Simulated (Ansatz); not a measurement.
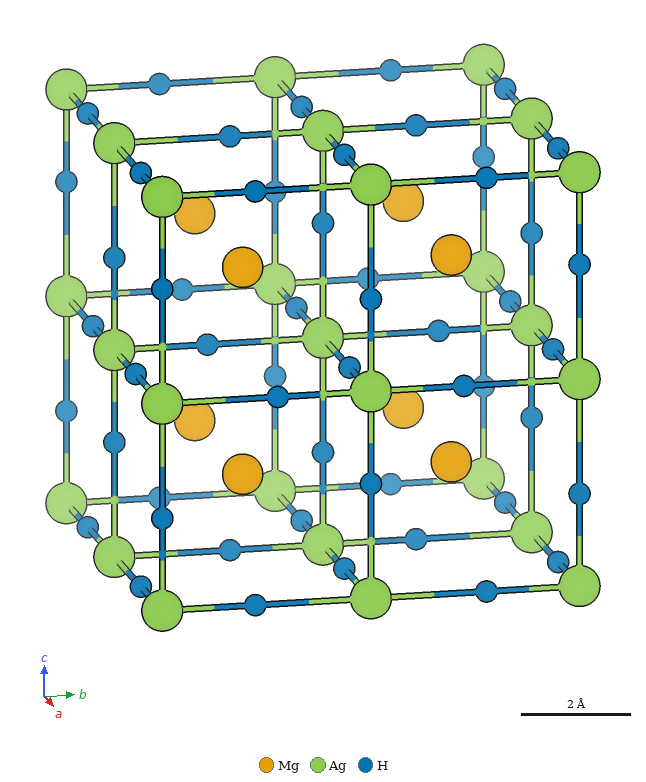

Fig. 1: The input geometry (ball-and-stick view of the cell 4 times as large as that of the calculation, set on its symmetry axes, seen slightly off an axis). An atom can appear more than once, as a periodic image.

**Run report: MgAgH₃, geometry relaxation (part 1 of 2)**

MgAgH₃ (10 atoms in the cell), computed with DFT, PBEsol, plane waves, PAW, no spin polarisation (Ansatz 0.2.0).

The structure was built on a prototype by a generator; it need not be a known phase.

Input file:
```yaml
crystal:
  lattice:
    - [0.0, 3.95602779, 3.95602779]
    - [3.95602779, 0.0, 3.95602779]
    - [3.95602779, 3.95602779, 0.0]
  atoms:
    - { symbol: Mg, position: [0.25, 0.25, 0.25] }
    - { symbol: Mg, position: [0.75, 0.75, 0.75] }
    - { symbol: Ag, position: [0.5, 0.5, 0.5] }
    - { symbol: Ag, position: [0.0, 0.0, 0.0] }
    - { symbol: H, position: [0.22295747, 0.22295747, 0.77704253] }
    - { symbol: H, position: [0.22295747, 0.77704253, 0.77704253] }
    - { symbol: H, position: [0.77704253, 0.77704253, 0.22295747] }
    - { symbol: H, position: [0.22295747, 0.77704253, 0.22295747] }
    - { symbol: H, position: [0.77704253, 0.22295747, 0.77704253] }
    - { symbol: H, position: [0.77704253, 0.22295747, 0.22295747] }
kpoints:
  mp_grid: { grid: [6, 6, 6] }
hamiltonian:
  xc: pbesol
scf:
  occupations: { method: fermi_dirac, width: 0.03 }
relax:
  f_tol: 0.01
  cell: {}
  max_steps: 120
output:
  write_density: true
  write_potential: true
  elf: true
  volumetric_format: npy
```

Machine: 4 threads of Arm Neoverse V1, 112 GiB of memory available, shared host.

Launch command:
```bash
ansatz run input.yaml --threads 4 --pin off --max-ram 4608MiB --backend cpu --events-out ev --progress --plain --runs-dir out
```

Output:
```
Engine: ansatz 0.2.0, aarch64-unknown-linux-gnu
Pseudopotentials: kind: paw
Pseudopotential: Mg, paw, valence charge 10, recommended cutoff 420 eV (normal), Mg.paw.azcp
Pseudopotential: Ag, paw, valence charge 19, recommended cutoff 420 eV (normal), Ag.paw.azcp
Pseudopotential: H, paw, valence charge 1, recommended cutoff 420 eV (normal), H.paw.azcp
Functional definition: PBEsol
  exchange = pbesol_x
  correlation = pbesol_c
Crystal: 10 atoms, lattice volume = 123.825 Å³
Basis set: ecut = 420 eV, 2421 PW (Γ), exchange–correlation on 80×80×80 points (8 copies of the dense FFT grid, shifted against one another)
Bands: 42, of which v1, the nominal top of the filled ones, is band 32 counted from 1 (31 counted from 0)
Symmetry: 48 space group operations
Space group: Fm-3m (ITA 225), of the structure as read, at distance tolerance 5.0e-5 Å
k-points: 16 of 216
Non-local potential: Mg, projectors of the file, l = 0: 3, l = 1: 2, l = 2: 1
Non-local potential: Ag, projectors of the file, l = 0: 3, l = 1: 2, l = 2: 2, l = 3: 1
Non-local potential: H, projectors of the file, l = 0: 2, l = 1: 1
PAW form: soft (Blöchl's): semilocal exchange-correlation on the pseudo side does not see the compensation charge
PAW frozen core: Mg, regenerated for the run's functional, and the local potential with it (the file was generated under x = pbe(κ = 0.804, μ = 0.2195149727645171), c = pbe(β = 0.06672455060314922))
PAW frozen core: Ag, regenerated for the run's functional, and the local potential with it (the file was generated under x = pbe(κ = 0.804, μ = 0.2195149727645171), c = pbe(β = 0.06672455060314922))
PAW one-centre angular grid: Mg, 110 points (default); XC on 64 Gauss nodes
PAW one-centre angular grid: Ag, 590 points (default); XC on 64 Gauss nodes
PAW one-centre angular grid: H, 110 points (default); XC on 64 Gauss nodes
Initial density: superposition of atomic densities (neutral atoms: chi_scale 0, normalization atom), corrected by the library's trained network
Initial wavefunctions: pseudopotential atomic-orbital guess
Functional: x = pbesol(κ = 0.804, μ = 0.12345679012345678), c = pbesol(β = 0.046)
SCF iter   1: F=—  HF=-18958.302283 eV  |F-HF|=—  |Δ(HF+E_count)|=         —  Δρ=1.03e-2  dr2=1.50e-1  ethr=1.77e-3  ⟨swp⟩=6.4  Hψ=2551  notcnv=0  defer=4
preconditioner: auto → Kerker (q_TF=auto, 2.444 Å⁻¹)  [metal: Δε(μ)=0.067 eV  Ē_g=8.640 eV  σ=0.030 eV  W_gap=0.41  n_scr=26 (ndim 8)  ℏωp=18.9 eV  f_vac=0.000  D(μ)=6.95/eV (n_scr^D=64)]
SCF iter   2: F=—  HF=-18958.272676 eV  |F-HF|=—  |Δ(HF+E_count)|=   2.96e-2  Δρ=4.79e-3  dr2=3.73e-2  ethr=2.34e-4  ⟨swp⟩=2.0  Hψ=905  notcnv=0  defer=32
preconditioner: auto → Resta (q_TF=auto, 2.444 Å⁻¹)  ε∞=5.7  [insulator: Δε(μ)=0.099 eV  Ē_g=8.700 eV  σ=0.030 eV  W_gap=0.61  n_scr=26 (ndim 8)  ℏωp=18.9 eV  f_vac=0.000  D(μ)=6.47/eV (n_scr^D=58)  ε∞_Penn≈5.7]
SCF iter   3: F=—  HF=-18958.262468 eV  |F-HF|=—  |Δ(HF+E_count)|=   1.02e-2  Δρ=1.76e-3  dr2=5.15e-3  ethr=5.83e-5  ⟨swp⟩=2.0  Hψ=991  notcnv=0  defer=42
SCF iter   4: F=—  HF=-18958.261274 eV  |F-HF|=—  |Δ(HF+E_count)|=   1.19e-3  Δρ=4.74e-4  dr2=3.38e-4  ethr=8.05e-6  ⟨swp⟩=2.0  Hψ=796  notcnv=0  defer=42
SCF iter   5: F=—  HF=-18958.261260 eV  |F-HF|=—  |Δ(HF+E_count)|=   1.35e-5  Δρ=2.49e-4  dr2=8.49e-5  ethr=5.29e-7  ⟨swp⟩=2.0  Hψ=869  notcnv=0  defer=42
SCF iter   6: F=—  HF=-18958.261225 eV  |F-HF|=—  |Δ(HF+E_count)|=   3.50e-5  Δρ=6.00e-5  dr2=3.21e-6  ethr=1.33e-7  ⟨swp⟩=2.0  Hψ=864  notcnv=0  defer=42
SCF iter   7: F=—  HF=-18958.261226 eV  |F-HF|=—  |Δ(HF+E_count)|=   7.01e-7  Δρ=1.77e-5  dr2=2.44e-7  ethr=5.02e-9  ⟨swp⟩=2.8  Hψ=1047  notcnv=0  defer=42
SCF iter   8: F=-18958.261226 eV  HF=-18958.261226 eV  |F-HF|=4.51e-9  |Δ(HF+E_count)|=   1.19e-7  Δρ=3.26e-6  dr2=1.24e-8  ethr=1.56e-10  ⟨swp⟩=7.1  Hψ=3410  notcnv=0
SCF 1 converged in 8 iterations: F = -18958.261226 eV  dr2 = 1.24e-8
  greatest PAW one-centre occupation: 1.001 electrons in one spin orbital (limit 2), on the Ag atom at site 3 (counted from 0), in its partial waves of l = 0
relax step   1: F+E_penalty+E_count = -18958.26122617 eV  Δ(F+E_penalty+E_count) = +0.000e0 eV  max|allowed force component| = 1.033e0 eV/Å  Δτ_max = 0.0000 Å  P = -6.701 GPa  Ω = 123.825 Å³  (8 SCF iters, dr2 threshold 1.00e-7 eV, accepted)
Crystal: 10 atoms, lattice volume = 106.945 Å³
Basis set: ecut = 420 eV, 2085 PW (Γ), exchange–correlation on 80×80×80 points (8 copies of the dense FFT grid, shifted against one another)
Initial density: handed on by an earlier stage of this run
Initial wavefunctions: those handed on with the density
iter 1 solved again at ethr=9.33e-4 eV; its pass at ethr=3.10e-3 eV (dr2=5.97e-1 eV) is discarded
SCF iter   1: F=—  HF=-18959.641120 eV  |F-HF|=—  |Δ(HF+E_count)|=         —  Δρ=2.09e-2  dr2=6.05e-1  ethr=9.33e-4  ⟨swp⟩=1.6  Hψ=3204  notcnv=0
preconditioner: auto → Kerker (q_TF=auto, 2.505 Å⁻¹)  [metal: Δε(μ)=0.042 eV  Ē_g=9.218 eV  σ=0.030 eV  W_gap=0.34  n_scr=26 (ndim 8)  ℏωp=20.3 eV  f_vac=0.000  D(μ)=3.23/eV (n_scr^D=14)]
SCF iter   2: F=—  HF=-18959.503875 eV  |F-HF|=—  |Δ(HF+E_count)|=   1.37e-1  Δρ=7.90e-3  dr2=5.81e-2  ethr=9.33e-4  ⟨swp⟩=2.0  Hψ=1021  notcnv=0
preconditioner: auto → Resta (q_TF=auto, 2.505 Å⁻¹)  ε∞=5.7  [insulator: Δε(μ)=0.080 eV  Ē_g=9.413 eV  σ=0.030 eV  W_gap=0.54  n_scr=26 (ndim 8)  ℏωp=20.3 eV  f_vac=0.000  D(μ)=3.19/eV (n_scr^D=14)  ε∞_Penn≈5.7]
SCF iter   3: F=—  HF=-18959.487665 eV  |F-HF|=—  |Δ(HF+E_count)|=   1.62e-2  Δρ=3.90e-3  dr2=1.32e-2  ethr=9.08e-5  ⟨swp⟩=2.0  Hψ=909  notcnv=0  defer=38
SCF iter   4: F=—  HF=-18959.484295 eV  |F-HF|=—  |Δ(HF+E_count)|=   3.37e-3  Δρ=1.25e-3  dr2=1.82e-3  ethr=2.06e-5  ⟨swp⟩=2.0  Hψ=1256  notcnv=0  defer=38
SCF iter   5: F=—  HF=-18959.483926 eV  |F-HF|=—  |Δ(HF+E_count)|=   3.69e-4  Δρ=3.15e-4  dr2=6.47e-5  ethr=2.84e-6  ⟨swp⟩=2.0  Hψ=1068  notcnv=0  defer=38
SCF iter   6: F=—  HF=-18959.483939 eV  |F-HF|=—  |Δ(HF+E_count)|=   1.28e-5  Δρ=4.59e-5  dr2=1.38e-6  ethr=1.01e-7  ⟨swp⟩=2.1  Hψ=895  notcnv=0  defer=38
SCF iter   7: F=-18959.483939 eV  HF=-18959.483939 eV  |F-HF|=3.88e-8  |Δ(HF+E_count)|=   5.81e-7  Δρ=8.89e-6  dr2=7.61e-8  ethr=1.56e-9  ⟨swp⟩=8.1  Hψ=3800  notcnv=0
SCF 2 converged in 7 iterations: F = -18959.483939 eV  dr2 = 7.61e-8
relax step   2: F+E_penalty+E_count = -18959.48393914 eV  Δ(F+E_penalty+E_count) = -1.223e0 eV  max|allowed force component| = 5.295e-1 eV/Å  Δτ_max = 0.1427 Å  P = -2.016 GPa  Ω = 106.945 Å³  energy of the carried Pulay correction = +1.007e-2 eV  (7 SCF iters, dr2 threshold 1.00e-6 eV, accepted)
Crystal: 10 atoms, lattice volume = 99.585 Å³
Basis set: ecut = 420 eV, 1917 PW (Γ), exchange–correlation on 80×80×80 points (8 copies of the dense FFT grid, shifted against one another)
iter 1 solved again at ethr=4.02e-4 eV; its pass at ethr=3.10e-3 eV (dr2=2.58e-1 eV) is discarded
SCF iter   1: F=—  HF=-18959.594822 eV  |F-HF|=—  |Δ(HF+E_count)|=         —  Δρ=1.55e-2  dr2=2.61e-1  ethr=4.02e-4  ⟨swp⟩=1.8  Hψ=3043  notcnv=0
preconditioner: auto → Kerker (q_TF=auto, 2.534 Å⁻¹)  [metal: Δε(μ)=0.041 eV  Ē_g=9.815 eV  σ=0.030 eV  W_gap=0.31  n_scr=26 (ndim 8)  ℏωp=21.0 eV  f_vac=0.000  D(μ)=3.86/eV (n_scr^D=26)]
SCF iter   2: F=—  HF=-18959.537153 eV  |F-HF|=—  |Δ(HF+E_count)|=   5.77e-2  Δρ=5.59e-3  dr2=1.79e-2  ethr=4.02e-4  ⟨swp⟩=2.0  Hψ=1057  notcnv=0
SCF iter   3: F=—  HF=-18959.533159 eV  |F-HF|=—  |Δ(HF+E_count)|=   3.99e-3  Δρ=2.88e-3  dr2=5.04e-3  ethr=2.80e-5  ⟨swp⟩=1.1  Hψ=793  notcnv=0
SCF iter   4: F=—  HF=-18959.532052 eV  |F-HF|=—  |Δ(HF+E_count)|=   1.11e-3  Δρ=3.70e-4  dr2=1.75e-4  ethr=7.88e-6  ⟨swp⟩=2.2  Hψ=1043  notcnv=0
SCF iter   5: F=—  HF=-18959.532029 eV  |F-HF|=—  |Δ(HF+E_count)|=   2.31e-5  Δρ=1.93e-4  dr2=2.57e-5  ethr=2.73e-7  ⟨swp⟩=2.0  Hψ=793  notcnv=0
SCF iter   6: F=—  HF=-18959.532024 eV  |F-HF|=—  |Δ(HF+E_count)|=   5.12e-6  Δρ=3.66e-5  dr2=1.48e-6  ethr=4.01e-8  ⟨swp⟩=2.0  Hψ=1116  notcnv=0
SCF iter   7: F=-18959.532024 eV  HF=-18959.532024 eV  |F-HF|=2.85e-8  |Δ(HF+E_count)|=   9.13e-8  Δρ=7.07e-6  dr2=5.71e-8  ethr=1.56e-9  ⟨swp⟩=8.2  Hψ=3799  notcnv=0
SCF 3 converged in 7 iterations: F = -18959.532024 eV  dr2 = 5.71e-8
  greatest PAW one-centre occupation: 1.001 electrons in one spin orbital (limit 2), on the Ag atom at site 2 (counted from 0), in its partial waves of l = 0
relax step   3: F+E_penalty+E_count = -18959.53202376 eV  Δ(F+E_penalty+E_count) = -4.808e-2 eV  max|allowed force component| = 4.468e-1 eV/Å  Δτ_max = 0.1202 Å  P = +3.167 GPa  Ω = 99.585 Å³  energy of the carried Pulay correction = +1.495e-2 eV  (7 SCF iters, dr2 threshold 1.00e-6 eV, accepted)
Crystal: 10 atoms, lattice volume = 103.274 Å³
Basis set: ecut = 420 eV, 1989 PW (Γ), exchange–correlation on 80×80×80 points (8 copies of the dense FFT grid, shifted against one another)
iter 1 solved again at ethr=9.56e-5 eV; its pass at ethr=3.10e-3 eV (dr2=6.12e-2 eV) is discarded
SCF iter   1: F=—  HF=-18959.638360 eV  |F-HF|=—  |Δ(HF+E_count)|=         —  Δρ=7.10e-3  dr2=6.25e-2  ethr=9.56e-5  ⟨swp⟩=2.0  Hψ=2971  notcnv=0
preconditioner: auto → Kerker (q_TF=auto, 2.519 Å⁻¹)  [metal: Δε(μ)=0.030 eV  Ē_g=9.787 eV  σ=0.030 eV  W_gap=0.23  n_scr=26 (ndim 8)  ℏωp=20.7 eV  f_vac=0.000  D(μ)=4.54/eV (n_scr^D=50)]
SCF iter   2: F=—  HF=-18959.624103 eV  |F-HF|=—  |Δ(HF+E_count)|=   1.43e-2  Δρ=2.62e-3  dr2=4.75e-3  ethr=9.56e-5  ⟨swp⟩=2.0  Hψ=1026  notcnv=0
SCF iter   3: F=—  HF=-18959.622997 eV  |F-HF|=—  |Δ(HF+E_count)|=   1.11e-3  Δρ=1.32e-3  dr2=1.20e-3  ethr=7.43e-6  ⟨swp⟩=1.0  Hψ=672  notcnv=0
SCF iter   4: F=—  HF=-18959.622732 eV  |F-HF|=—  |Δ(HF+E_count)|=   2.65e-4  Δρ=1.64e-4  dr2=2.73e-5  ethr=1.87e-6  ⟨swp⟩=2.1  Hψ=1055  notcnv=0
SCF iter   5: F=—  HF=-18959.622727 eV  |F-HF|=—  |Δ(HF+E_count)|=   4.40e-6  Δρ=7.49e-5  dr2=4.26e-6  ethr=4.27e-8  ⟨swp⟩=2.1  Hψ=869  notcnv=0
SCF iter   6: F=-18959.622726 eV  HF=-18959.622726 eV  |F-HF|=2.35e-7  |Δ(HF+E_count)|=   8.84e-7  Δρ=1.82e-5  dr2=4.05e-7  ethr=1.56e-9  ⟨swp⟩=8.5  Hψ=4066  notcnv=0
SCF 4 converged in 6 iterations: F = -18959.622726 eV  dr2 = 4.05e-7
relax step   4: F+E_penalty+E_count = -18959.62272613 eV  Δ(F+E_penalty+E_count) = -9.070e-2 eV  max|allowed force component| = 5.164e-3 eV/Å  Δτ_max = 0.0483 Å  P = -0.021 GPa  Ω = 103.274 Å³  energy of the carried Pulay correction = +1.246e-2 eV  (6 SCF iters, dr2 threshold 1.00e-6 eV, accepted)
Basis set: ecut = 420 eV, 1989 PW (Γ), exchange–correlation on 72×72×72 points (8 copies of the dense FFT grid, shifted against one another)
Initial wavefunctions: pseudopotential atomic-orbital guess (no wavefunctions were taken with the density)
iter 1 solved again at ethr=4.48e-8 eV; its pass at ethr=3.10e-3 eV (dr2=2.86e-5 eV) is discarded
SCF iter   1: F=—  HF=-18959.612749 eV  |F-HF|=—  |Δ(HF+E_count)|=         —  Δρ=4.11e-4  dr2=2.32e-5  ethr=4.48e-8  ⟨swp⟩=3.4  Hψ=4303  notcnv=0
preconditioner: auto → Kerker (q_TF=auto, 2.519 Å⁻¹)  [metal: Δε(μ)=0.051 eV  Ē_g=9.706 eV  σ=0.030 eV  W_gap=0.39  n_scr=26 (ndim 8)  ℏωp=20.7 eV  f_vac=0.000  D(μ)=4.36/eV (n_scr^D=26)]
SCF iter   2: F=—  HF=-18959.612783 eV  |F-HF|=—  |Δ(HF+E_count)|=   3.39e-5  Δρ=2.11e-4  dr2=6.38e-6  ethr=3.62e-8  ⟨swp⟩=2.3  Hψ=1028  notcnv=0
SCF iter   3: F=—  HF=-18959.612813 eV  |F-HF|=—  |Δ(HF+E_count)|=   3.01e-5  Δρ=5.42e-5  dr2=4.49e-7  ethr=9.97e-9  ⟨swp⟩=2.1  Hψ=915  notcnv=0
SCF iter   4: F=—  HF=-18959.612814 eV  |F-HF|=—  |Δ(HF+E_count)|=   1.81e-6  Δρ=2.90e-6  dr2=5.79e-9  ethr=7.02e-10  ⟨swp⟩=2.0  Hψ=1164  notcnv=0
SCF iter   5: F=—  HF=-18959.612814 eV  |F-HF|=—  |Δ(HF+E_count)|=   5.85e-9  Δρ=6.58e-7  dr2=7.14e-10  ethr=9.04e-12  ⟨swp⟩=2.6  Hψ=1169  notcnv=0
SCF iter   6: F=-18959.612814 eV  HF=-18959.612814 eV  |F-HF|=2.91e-11  |Δ(HF+E_count)|=  5.82e-11  Δρ=2.57e-7  dr2=7.10e-11  ethr=1.00e-12  ⟨swp⟩=6.6  Hψ=2891  notcnv=0
SCF 5 converged in 6 iterations: F = -18959.612814 eV  dr2 = 7.10e-11
relax step   5: F+E_penalty+E_count = -18959.61281449 eV  Δ(F+E_penalty+E_count) = +9.912e-3 eV  max|allowed force component| = 5.162e-3 eV/Å  Δτ_max = 0.0000 Å  P = -0.080 GPa  Ω = 103.274 Å³  stress off target by 7.98e-2 GPa  SCF on the basis re-selected at this cell (its energy is not comparable with the rows above)  (6 SCF iters)
basis re-selected at this cell: Δ(F+E_penalty+E_count) = +9.912e-3 eV, ΔP = -0.058 GPa vs the last step (what re-selecting the basis moved, of the pressure what is left beyond the Pulay correction that the steps carried, after the strain that the cell walked since its last selection, with what the two solves' SCF thresholds leave and, on support functions, any second-order correction that the steps lacked; it is no measure of the basis error at this ecutwfc). The dense FFT grid was sized anew with the basis: this SCF ran on 36×36×36 points, the steps before it on 40×40×40, so part of this shift can come from that change (see relax.cell in the input reference). This SCF's stress stands 7.98e-2 GPa from its target on what of the cell is left free (relax.cell.stress_tol is 5.00e-2 GPa) and its largest allowed force component is 5.16e-3 eV/Å (relax.f_tol is 1.00e-2 eV/Å): not within both, so this SCF does not close the relaxation
Crystal: 10 atoms, lattice volume = 103.164 Å³
iter 1 solved again at ethr=4.46e-8 eV; its pass at ethr=3.10e-3 eV (dr2=2.85e-5 eV) is discarded
SCF iter   1: F=—  HF=-18959.612928 eV  |F-HF|=—  |Δ(HF+E_count)|=         —  Δρ=1.64e-4  dr2=3.76e-5  ethr=4.46e-8  ⟨swp⟩=2.1  Hψ=2563  notcnv=0
preconditioner: auto → Kerker (q_TF=auto, 2.520 Å⁻¹)  [metal: Δε(μ)=0.050 eV  Ē_g=9.711 eV  σ=0.030 eV  W_gap=0.38  n_scr=26 (ndim 8)  ℏωp=20.7 eV  f_vac=0.000  D(μ)=4.36/eV (n_scr^D=26)]
SCF iter   2: F=—  HF=-18959.612930 eV  |F-HF|=—  |Δ(HF+E_count)|=   2.10e-6  Δρ=5.90e-5  dr2=2.76e-6  ethr=4.46e-8  ⟨swp⟩=2.0  Hψ=877  notcnv=0
SCF iter   3: F=—  HF=-18959.612930 eV  |F-HF|=—  |Δ(HF+E_count)|=   8.86e-8  Δρ=2.88e-5  dr2=7.23e-7  ethr=4.32e-9  ⟨swp⟩=1.1  Hψ=673  notcnv=0
SCF iter   4: F=—  HF=-18959.612930 eV  |F-HF|=—  |Δ(HF+E_count)|=   2.11e-7  Δρ=5.63e-6  dr2=2.29e-8  ethr=1.13e-9  ⟨swp⟩=2.2  Hψ=965  notcnv=0
SCF iter   5: F=-18959.612930 eV  HF=-18959.612930 eV  |F-HF|=1.99e-9  |Δ(HF+E_count)|=   3.18e-9  Δρ=1.76e-6  dr2=2.57e-9  ethr=2.49e-11  ⟨swp⟩=6.9  Hψ=3172  notcnv=0
SCF 6 converged in 5 iterations: F = -18959.612930 eV  dr2 = 2.57e-9
relax step   6: F+E_penalty+E_count = -18959.61292965 eV  Δ(F+E_penalty+E_count) = -1.152e-4 eV  max|allowed force component| = 2.673e-5 eV/Å  Δτ_max = 0.0006 Å  P = -0.000 GPa  Ω = 103.164 Å³  energy of the carried Pulay correction = +7.845e-5 eV  (5 SCF iters, dr2 threshold 1.59e-8 eV, accepted)
iter 1 solved again at ethr=1.29e-8 eV; its pass at ethr=3.10e-3 eV (dr2=8.25e-6 eV) is discarded
SCF iter   1: F=—  HF=-18959.612895 eV  |F-HF|=—  |Δ(HF+E_count)|=         —  Δρ=2.18e-6  dr2=3.52e-9  ethr=1.29e-8  ⟨swp⟩=4.3  Hψ=4488  notcnv=0
preconditioner: auto → Kerker (q_TF=auto, 2.520 Å⁻¹)  [metal: Δε(μ)=0.050 eV  Ē_g=9.713 eV  σ=0.030 eV  W_gap=0.38  n_scr=26 (ndim 8)  ℏωp=20.7 eV  f_vac=0.000  D(μ)=4.37/eV (n_scr^D=26)]
SCF iter   2: F=—  HF=-18959.612896 eV  |F-HF|=—  |Δ(HF+E_count)|=   1.09e-6  Δρ=7.65e-7  dr2=1.68e-10  ethr=5.49e-12  ⟨swp⟩=2.8  Hψ=1249  notcnv=0
SCF iter   3: F=-18959.612896 eV  HF=-18959.612896 eV  |F-HF|=4.00e-11  |Δ(HF+E_count)|=  1.64e-10  Δρ=4.05e-7  dr2=6.74e-11  ethr=1.00e-12  ⟨swp⟩=7.4  Hψ=3009  notcnv=0
SCF 7 converged in 3 iterations: F = -18959.612896 eV  dr2 = 6.74e-11
relax step   7: F+E_penalty+E_count = -18959.61289625 eV  Δ(F+E_penalty+E_count) = +3.341e-5 eV  max|allowed force component| = 1.771e-5 eV/Å  Δτ_max = 0.0000 Å  P = -0.001 GPa  Ω = 103.164 Å³  stress off target by 7.81e-4 GPa  SCF on the basis re-selected at this cell (its energy is not comparable with the rows above)  (3 SCF iters)
```

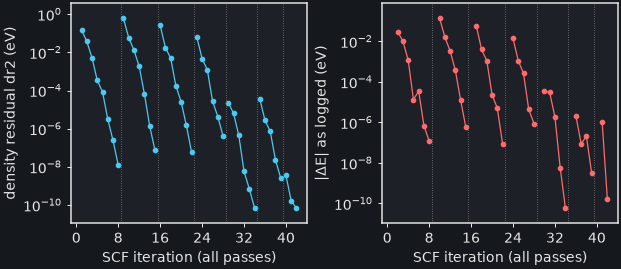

Fig. 2: Convergence of the self-consistent field: density residual dr2 and size of the energy change against the SCF iteration. The dotted lines part the SCF passes of the relaxation: geometry steps, rejected trials and re-solves on a re-selected basis. The 7 passes take 3 to 8 iterations each, 42 in all.

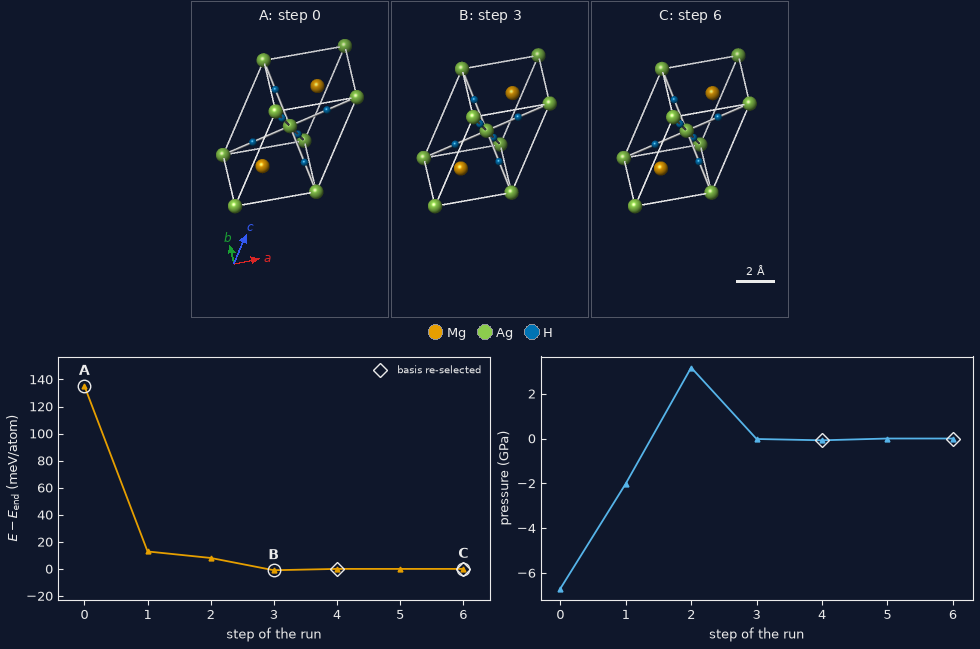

Fig. 3: Frames of the relaxation (ball-and-stick view of the cell of the calculation, seen at an oblique angle) above the curves, on which the letters mark them (the first geometry is step 0 here and step 1 in the log).
